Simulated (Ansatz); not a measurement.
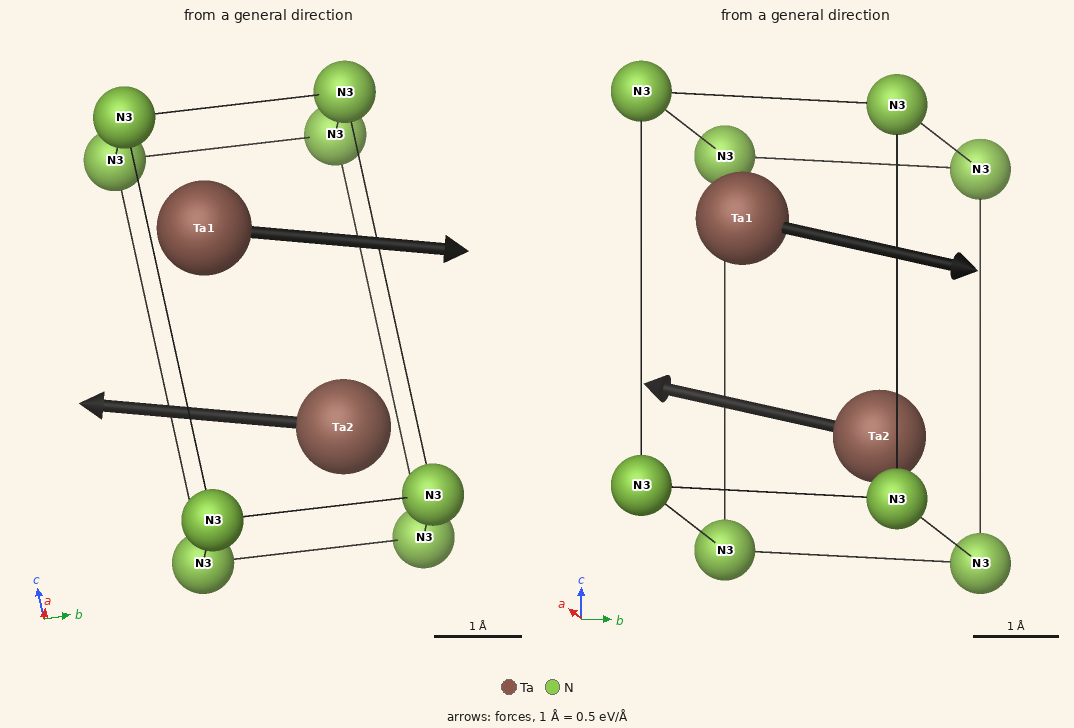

Spheres-only representation of a periodic structure, projected from two general directions. Atoms at the boundary of the simulation cell (the box) are drawn once for each face, edge or corner they touch. The arrows are the computed forces on the atoms.

System: Ta2N. Computational set-up: DFT PBEsol, scalar-relativistic, plane waves, PAW in Ansatz, cutoff 420 eV, an 18×18×10 k-point grid, Gaussian smearing of 0.15 eV, no spin polarisation.

Q: Is the structure at a minimum of the energy?

A: No. The atoms still feel forces of up to about 1.3 eV/Å, far above a usual threshold of 0.01 to 0.03 eV/Å.

Q: Which atom carries the strongest force?

A: Ta1 and Ta2, about 1.3 eV/Å.

The model was built from a structure listed in the Materials Project. The cell was then strained or its atoms displaced on purpose. An electronic-structure calculation with Ansatz was run on it.
